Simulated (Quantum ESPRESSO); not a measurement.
## ZnSe: 7 runs along one coordinate

System: ZnSe (F-43m, 2 atoms in the cell).
Method: Kohn-Sham DFT of a periodic cell, PBE, JTH 2.0 PBE, no spin polarisation (Quantum ESPRESSO 7.5).

The 7 runs differ only in the geometry, by an even scaling of the cell at fixed fractional positions. The structure derives from an entry of the Crystallography Open Database.

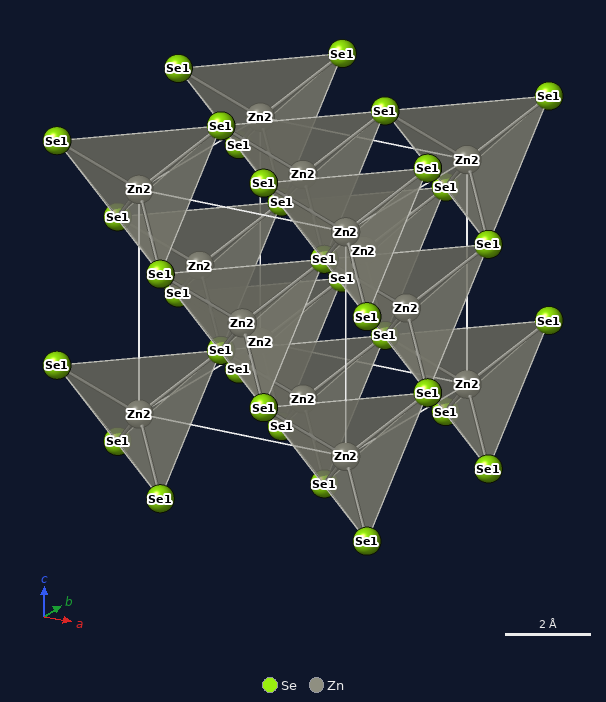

Figure 1. The structure of run 4 (polyhedral view of the cell 4 times as large as that of the calculation, set on its symmetry axes, seen at an oblique angle; polyhedra are completed across the faces of the cell; atoms are numbered from 1 in the order of the input). An atom can appear more than once, as a periodic image.

### Input of run 4
```
&CONTROL
  calculation = 'scf'
  prefix = 'pwscf'
  outdir = './tmp'
  pseudo_dir = './pseudo'
  tprnfor = .true.
  tstress = .true.
  disk_io = 'nowf'
/
&SYSTEM
  ibrav = 0
  nat = 2
  ntyp = 2
  ecutwfc = 36
  ecutrho = 216
  nbnd = 15
  occupations = 'smearing'
  smearing = 'fd'
  degauss = 0.00367493
/
&ELECTRONS
  conv_thr = 4d-10
  electron_maxstep = 120
  mixing_beta = 0.5
/
ATOMIC_SPECIES
Se    78.9710 Se.GGA_PBE-JTH.UPF
Zn    65.3800 Zn.GGA_PBE-JTH.UPF
CELL_PARAMETERS angstrom
   0.0000000000    2.8338000000    2.8338000000
   2.8338000000    0.0000000000    2.8338000000
   2.8338000000    2.8338000000    0.0000000000
ATOMIC_POSITIONS crystal
Se     0.7500000000    0.7500000000    0.7500000000
Zn     0.0000000000    0.0000000000    0.0000000000
K_POINTS automatic
8 8 8 0 0 0
```

Command:
```bash
OMP_NUM_THREADS=1 pw.x -in pw.in > pw.out
```

Lattice vectors (Å) and fractional positions of run 4:
```
   0.000000    2.833800    2.833800
   2.833800    0.000000    2.833800
   2.833800    2.833800    0.000000
Se  0.750000  0.750000  0.750000
Zn  0.000000  0.000000  0.000000
```

Run 2 differs from it as follows:
```diff
-   0.0000000000    2.8338000000    2.8338000000
-   2.8338000000    0.0000000000    2.8338000000
-   2.8338000000    2.8338000000    0.0000000000
+   0.0000000000    2.7955007105    2.7955007105
+   2.7955007105    0.0000000000    2.7955007105
+   2.7955007105    2.7955007105    0.0000000000
```

### Results, with one run withheld

| run | volume per atom (Å³) | free energy per atom, from the lowest run given (meV) | pressure (GPa) | gap on the mesh (eV) |
| --- | --- | --- | --- | --- |
| 1 | 21.391 | 43.84 | 6.59 | 1.54 |
| 2 | 21.846 | ? | ? | ? |
| 3 | 22.301 | 14.37 | 3.28 | 1.37 |
| 4 | 22.757 | 5.91 | 1.92 | 1.29 |
| 5 | 23.212 | 1.43 | 0.66 | 1.21 |
| 6 | 23.667 | 0.00 | −0.47 | 1.13 |
| 7 | 24.122 | 2.06 | −1.56 | 1.06 |

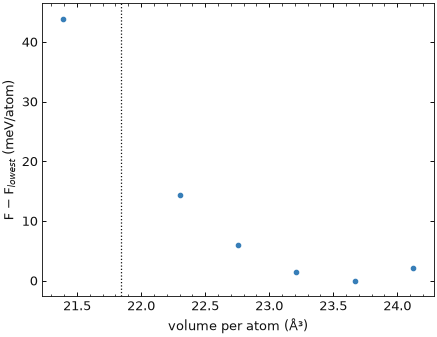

Figure 2. Free energy per atom of the runs given; the dotted line marks run 2.

What should run 2 give?

A cubic polynomial in V^(−2/3) (the Birch–Murnaghan form), fitted to the 6 runs given, misses them by at most 0.12 meV per atom. With x = V^(−2/3) − 0.12408 Å⁻², it reads F = 4.3514 + 3322.9 x + 6.4217e+05 x² − 1.2353e+06 x³ (meV per atom). At run 2 it gives 26.87 meV per atom, and the run itself gives 26.75. The slope of the fit gives a pressure −dF/dV of 5.16 GPa there, and the run prints 4.86 GPa. The two needn't agree exactly: the fit is approximate, and the printed stress is taken on a finite basis. The fit has its minimum at 23.609 Å³ per atom, where V d²F/dV² gives 58 GPa: the bulk modulus at this level, since symmetry fixes the shape and the positions. The gap on the mesh goes, without turning, from 1.54 eV in run 1 to 1.06 eV in run 7; run 2 has 1.45 eV. These are gaps of this functional on this mesh, which can miss the band edges; they aren't the measured gap.

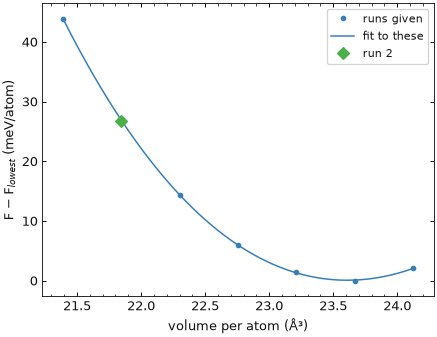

Figure 3. The fit and the withheld run.

### Some lines of the output (run 2)
```
[...]
     total energy              =    -433.26029723 Ry
     total energy              =    -433.26126511 Ry
     total energy              =    -433.26153165 Ry
     total energy              =    -433.26160462 Ry
     total energy              =    -433.26162309 Ry
     total energy              =    -433.26161970 Ry
     total energy              =    -433.26162135 Ry
     total energy              =    -433.26162140 Ry
     total energy              =    -433.26162142 Ry
     the Fermi energy is     7.3812 ev
!    total energy              =    -433.26162142 Ry
     The total energy is F=E-TS. E is the sum of the following terms:
     Computing stress (Cartesian axis) and pressure
          total   stress  (Ry/bohr**3)                   (kbar)     P=       48.58
```

Notes on the run: negative rho.
